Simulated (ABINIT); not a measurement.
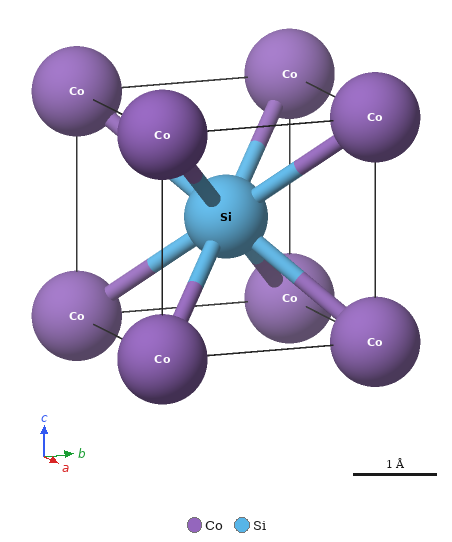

Figure 1. The input geometry (ball-and-stick view of the cell of the calculation, seen slightly off an axis). Near neighbours in the crystal (not all of them lie inside the picture): Co has 8 Si at 2.41 Å; Si has 8 Co at 2.41 Å.

Phonon calculation of CoSi (part 1 of 4)

System: CoSi (2 atoms in the cell).
Method: Kohn-Sham DFT of a periodic cell, PBE, JTH PAW PBE v2.0, spin-polarised (ABINIT 10.8.3).

The structure derives from a Materials Project entry.

The input
```
# Datasets
ndtset 2

# Pseudopotentials
pp_dirpath "./"
pseudos "Co.GGA_PBE-JTH.xml, Si.GGA_PBE-JTH.xml"

# Structure
acell 3*1.0
rprim
     5.2559595211     0.0000000000     0.0000000000
     0.0000000000     5.2559595211     0.0000000000
     0.0000000000     0.0000000000     5.2559595211
ntypat 2
znucl 27 14
natom 2
typat 1 2
xred
            0.0            0.0            0.0
            1/2            1/2            1/2

# Plane-wave basis
ecut 22.0
pawecutdg 44.0
pawxcdev 0

# k points
ngkpt 12 12 12
nshiftk 1
shiftk 0.5 0.5 0.5

# Exchange and correlation
ixc 11

# Bands and occupations
nband 19
occopt 4
tsmear 0.136 eV

# Spin
nsppol 2
spinat
     0.0000000000     0.0000000000     2.0000000000
     0.0000000000     0.0000000000     0.0000000000

# SCF cycle
nstep 80

# Output
prteig 0
prtebands 0
prtwf 0
prtden 0
prtpot 0

# Dataset 1: ground state
kptopt1 1
tolvrs1 1.0e-11
prtwf1 1
tolwfr1 1.0e-14
nbdbuf1 4
nline1 6

# Dataset 2: response at q = 0 to atomic displacements
rfphon2 1
rfatpol2 1 2
rfdir2 1 1 1
getwfk2 1
kptopt2 2
nqpt2 1
qpt2 0.0 0.0 0.0
tolvrs2 1.0e-9
```

File mrgddb.in
```
merged_DDB
CoSi
2
runo_DS1_DDB
runo_DS2_DDB
```

File anaddb.abi
```
ddb_filepath "merged_DDB"
output_file "anaddb.abo"
outdata_prefix "ana"
asr 2
chneut 0
dipdip 0
dieflag 0
enunit 0
eivec 1
nph1l 1
qph1l 0.0 0.0 0.0 1.0
```

Command:
```bash
mpirun --bind-to none -np 4 abinit run.abi > log 2>&1
mrgddb < mrgddb.in > mrgddb.log 2>&1
anaddb anaddb.abi > anaddb.log 2>&1
```

Log
```
.Version 10.8.3 of ABINIT
 DATASET    1 : space group Pm -3 m (#221); Bravais cP (primitive cubic)
================================================================================
 Values of the parameters that define the memory need for DATASET  1.
     intxc =       0    ionmov =       0      iscf =      17    lmnmax =      18
     lnmax =       6     mgfft =      24  mpssoang =       3    mqgrid =    3001
     natom =       2  nloc_mem =       2    nspden =       2   nspinor =       1
    nsppol =       2      nsym =      48    n1xccc =       1    ntypat =       2
    occopt =       4   xclevel =       2
       mpw =         739          nfft =       13824          nkpt =          56
Pmy_natom=         1
 PAW method is used; the additional fine FFT grid is defined by:
   mgfftf=        32    nfftf =     32768
================================================================================
================================================================================

 DATASET    2 : space group Pm -3 m (#221); Bravais cP (primitive cubic)
================================================================================
 Values of the parameters that define the memory need for DATASET  2 (RF).
     intxc =       0      iscf =       7    lmnmax =      18     lnmax =       6
     mgfft =      24  mpssoang =       3    mqgrid =    3001     natom =       2
  nloc_mem =       2    nspden =       2   nspinor =       1    nsppol =       2
      nsym =      48    n1xccc =       1    ntypat =       2    occopt =       4
   xclevel =       2
      nfft =       13824          nkpt =         864
Pmy_natom=         1
================================================================================
================================================================================

--------------------------------------------------------------------------------
------------- Echo of variables that govern the present computation ------------
--------------------------------------------------------------------------------
 -outvars: echo values of preprocessed input variables --------
            acell      1.0000000000E+00  1.0000000000E+00  1.0000000000E+00 Bohr
              amu      5.89332000E+01  2.80855000E+01
             ecut      2.20000000E+01 Hartree
           getwfk1          0
           getwfk2          1
             iscf1         17
             iscf2          7
              ixc          11
           jdtset        1    2
                       outvar_i_n : Printing only first  50 k-points.
           kptopt1          1
           kptopt2          2
         kptrlatt       12    0    0      0   12    0      0    0   12
          kptrlen      6.30715143E+01
            natom           2
            nband1         19
            nband2         19
           nbdbuf1          4
           nbdbuf2          2
           ndtset           2
            ngfft          24      24      24
          ngfftdg          32      32      32
             nkpt1         56
             nkpt2        864
            nline1          6
            nline2          4
             nqpt1          0
             nqpt2          1
           nspden           2
           nsppol           2
            nstep          80
             nsym          48
           ntypat           2
                       prtocc : prtvol=0, do not print more k-points.
                       1.000000  1.000000  1.000000  1.000000  1.000000  1.000000
                       1.000000  1.000000  1.000000  1.000000  1.000000  0.000000
                       0.000000  0.000000  0.000000  0.000000  0.000000  0.000000
                       0.000000
                       1.000000  1.000000  1.000000  1.000000  1.000000  1.000000
                       1.000000  1.000000  1.000000  1.000000  1.000000  0.000000
                       0.000000  0.000000  0.000000  0.000000  0.000000  0.000000
                       0.000000
                       1.000000  1.000000  1.000000  1.000000  1.000000  1.000000
                       1.000000  1.000000  1.000000  1.000000  1.000000  0.000000
                       0.000000  0.000000  0.000000  0.000000  0.000000  0.000000
                       0.000000
                       1.000000  1.000000  1.000000  1.000000  1.000000  1.000000
                       1.000000  1.000000  1.000000  1.000000  1.000000  0.000000
                       0.000000  0.000000  0.000000  0.000000  0.000000  0.000000
                       0.000000
                       1.000000  1.000000  1.000000  1.000000  1.000000  1.000000
                       1.000000  1.000000  1.000000  1.000000  1.000000  0.000000
                       0.000000  0.000000  0.000000  0.000000  0.000000  0.000000
                       0.000000
                       1.000000  1.000000  1.000000  1.000000  1.000000  1.000000
                       1.000000  1.000000  1.000000  1.000000  1.000000  0.000000
                       0.000000  0.000000  0.000000  0.000000  0.000000  0.000000
                       0.000000
                       1.000000  1.000000  1.000000  1.000000  1.000000  1.000000
                       1.000000  1.000000  1.000000  1.000000  0.000000  0.000000
                       0.000000  0.000000  0.000000  0.000000  0.000000  0.000000
                       0.000000
                       1.000000  1.000000  1.000000  1.000000  1.000000  1.000000
                       1.000000  1.000000  1.000000  1.000000  0.000000  0.000000
                       0.000000  0.000000  0.000000  0.000000  0.000000  0.000000
                       0.000000
                       1.000000  1.000000  1.000000  1.000000  1.000000  1.000000
                       1.000000  1.000000  1.000000  1.000000  0.000000  0.000000
                       0.000000  0.000000  0.000000  0.000000  0.000000  0.000000
                       0.000000
                       1.000000  1.000000  1.000000  1.000000  1.000000  1.000000
                       1.000000  1.000000  1.000000  1.000000  0.000000  0.000000
                       0.000000  0.000000  0.000000  0.000000  0.000000  0.000000
                       0.000000
                       1.000000  1.000000  1.000000  1.000000  1.000000  1.000000
                       1.000000  1.000000  1.000000  1.000000  0.000000  0.000000
                       0.000000  0.000000  0.000000  0.000000  0.000000  0.000000
                       0.000000
                       1.000000  1.000000  1.000000  1.000000  1.000000  1.000000
                       1.000000  1.000000  1.000000  1.000000  0.000000  0.000000
                       0.000000  0.000000  0.000000  0.000000  0.000000  0.000000
                       0.000000
                       1.000000  1.000000  1.000000  1.000000  1.000000  1.000000
                       1.000000  1.000000  1.000000  1.000000  0.000000  0.000000
                       0.000000  0.000000  0.000000  0.000000  0.000000  0.000000
                       0.000000
                       1.000000  1.000000  1.000000  1.000000  1.000000  1.000000
                       1.000000  1.000000  1.000000  1.000000  0.000000  0.000000
                       0.000000  0.000000  0.000000  0.000000  0.000000  0.000000
                       0.000000
                       1.000000  1.000000  1.000000  1.000000  1.000000  1.000000
                       1.000000  1.000000  1.000000  1.000000  0.000000  0.000000
                       0.000000  0.000000  0.000000  0.000000  0.000000  0.000000
                       0.000000
                       1.000000  1.000000  1.000000  1.000000  1.000000  1.000000
                       1.000000  1.000000  1.000000  1.000000  0.000000  0.000000
                       0.000000  0.000000  0.000000  0.000000  0.000000  0.000000
                       0.000000
                       1.000000  1.000000  1.000000  1.000000  1.000000  1.000000
                       1.000000  1.000000  1.000000  1.000000  0.000000  0.000000
                       0.000000  0.000000  0.000000  0.000000  0.000000  0.000000
                       0.000000
                       1.000000  1.000000  1.000000  1.000000  1.000000  1.000000
                       1.000000  1.000000  1.000000  1.000000  0.000000  0.000000
                       0.000000  0.000000  0.000000  0.000000  0.000000  0.000000
                       0.000000
                       1.000000  1.000000  1.000000  1.000000  1.000000  1.000000
                       1.000000  1.000000  1.000000  1.000000  0.000000  0.000000
                       0.000000  0.000000  0.000000  0.000000  0.000000  0.000000
                       0.000000
                       1.000000  1.000000  1.000000  1.000000  1.000000  1.000000
                       1.000000  1.000000  1.000000  1.000000  0.000000  0.000000
                       0.000000  0.000000  0.000000  0.000000  0.000000  0.000000
                       0.000000
                       1.000000  1.000000  1.000000  1.000000  1.000000  1.000000
                       1.000000  1.000000  1.000000  1.000000  0.000000  0.000000
                       0.000000  0.000000  0.000000  0.000000  0.000000  0.000000
                       0.000000
                       1.000000  1.000000  1.000000  1.000000  1.000000  1.000000
                       1.000000  1.000000  1.000000  1.000000  0.000000  0.000000
                       0.000000  0.000000  0.000000  0.000000  0.000000  0.000000
                       0.000000
                       1.000000  1.000000  1.000000  1.000000  1.000000  1.000000
                       1.000000  1.000000  1.000000  1.000000  0.000000  0.000000
                       0.000000  0.000000  0.000000  0.000000  0.000000  0.000000
                       0.000000
                       1.000000  1.000000  1.000000  1.000000  1.000000  1.000000
                       1.000000  1.000000  1.000000  1.000000  0.000000  0.000000
                       0.000000  0.000000  0.000000  0.000000  0.000000  0.000000
                       0.000000
                       1.000000  1.000000  1.000000  1.000000  1.000000  1.000000
                       1.000000  1.000000  1.000000  1.000000  0.000000  0.000000
                       0.000000  0.000000  0.000000  0.000000  0.000000  0.000000
                       0.000000
                       1.000000  1.000000  1.000000  1.000000  1.000000  1.000000
                       1.000000  1.000000  1.000000  1.000000  0.000000  0.000000
                       0.000000  0.000000  0.000000  0.000000  0.000000  0.000000
                       0.000000
                       1.000000  1.000000  1.000000  1.000000  1.000000  1.000000
                       1.000000  1.000000  1.000000  1.000000  0.000000  0.000000
                       0.000000  0.000000  0.000000  0.000000  0.000000  0.000000
                       0.000000
                       1.000000  1.000000  1.000000  1.000000  1.000000  1.000000
                       1.000000  1.000000  1.000000  1.000000  0.000000  0.000000
                       0.000000  0.000000  0.000000  0.000000  0.000000  0.000000
                       0.000000
                       1.000000  1.000000  1.000000  1.000000  1.000000  1.000000
                       1.000000  1.000000  1.000000  1.000000  0.000000  0.000000
                       0.000000  0.000000  0.000000  0.000000  0.000000  0.000000
                       0.000000
                       1.000000  1.000000  1.000000  1.000000  1.000000  1.000000
                       1.000000  1.000000  1.000000  1.000000  0.000000  0.000000
                       0.000000  0.000000  0.000000  0.000000  0.000000  0.000000
                       0.000000
                       1.000000  1.000000  1.000000  1.000000  1.000000  1.000000
                       1.000000  1.000000  1.000000  1.000000  0.000000  0.000000
                       0.000000  0.000000  0.000000  0.000000  0.000000  0.000000
                       0.000000
                       1.000000  1.000000  1.000000  1.000000  1.000000  1.000000
                       1.000000  1.000000  1.000000  1.000000  0.000000  0.000000
                       0.000000  0.000000  0.000000  0.000000  0.000000  0.000000
                       0.000000
                       1.000000  1.000000  1.000000  1.000000  1.000000  1.000000
                       1.000000  1.000000  1.000000  1.000000  0.000000  0.000000
                       0.000000  0.000000  0.000000  0.000000  0.000000  0.000000
                       0.000000
                       1.000000  1.000000  1.000000  1.000000  1.000000  1.000000
                       1.000000  1.000000  1.000000  1.000000  0.000000  0.000000
                       0.000000  0.000000  0.000000  0.000000  0.000000  0.000000
                       0.000000
                       1.000000  1.000000  1.000000  1.000000  1.000000  1.000000
                       1.000000  1.000000  1.000000  1.000000  0.000000  0.000000
                       0.000000  0.000000  0.000000  0.000000  0.000000  0.000000
                       0.000000
                       1.000000  1.000000  1.000000  1.000000  1.000000  1.000000
                       1.000000  1.000000  1.000000  1.000000  0.000000  0.000000
                       0.000000  0.000000  0.000000  0.000000  0.000000  0.000000
                       0.000000
                       1.000000  1.000000  1.000000  1.000000  1.000000  1.000000
                       1.000000  1.000000  1.000000  1.000000  0.000000  0.000000
                       0.000000  0.000000  0.000000  0.000000  0.000000  0.000000
                       0.000000
                       1.000000  1.000000  1.000000  1.000000  1.000000  1.000000
                       1.000000  1.000000  1.000000  1.000000  0.000000  0.000000
                       0.000000  0.000000  0.000000  0.000000  0.000000  0.000000
                       0.000000
                       1.000000  1.000000  1.000000  1.000000  1.000000  1.000000
                       1.000000  1.000000  1.000000  1.000000  0.000000  0.000000
                       0.000000  0.000000  0.000000  0.000000  0.000000  0.000000
                       0.000000
                       1.000000  1.000000  1.000000  1.000000  1.000000  1.000000
                       1.000000  1.000000  1.000000  1.000000  0.000000  0.000000
                       0.000000  0.000000  0.000000  0.000000  0.000000  0.000000
                       0.000000
                       1.000000  1.000000  1.000000  1.000000  1.000000  1.000000
                       1.000000  1.000000  1.000000  1.000000  0.000000  0.000000
                       0.000000  0.000000  0.000000  0.000000  0.000000  0.000000
                       0.000000
                       1.000000  1.000000  1.000000  1.000000  1.000000  1.000000
                       1.000000  1.000000  1.000000  1.000000  0.000000  0.000000
                       0.000000  0.000000  0.000000  0.000000  0.000000  0.000000
                       0.000000
                       1.000000  1.000000  1.000000  1.000000  1.000000  1.000000
                       1.000000  1.000000  1.000000  1.000000  0.000000  0.000000
                       0.000000  0.000000  0.000000  0.000000  0.000000  0.000000
                       0.000000
                       1.000000  1.000000  1.000000  1.000000  1.000000  1.000000
                       1.000000  1.000000  1.000000  1.000000  0.000000  0.000000
```
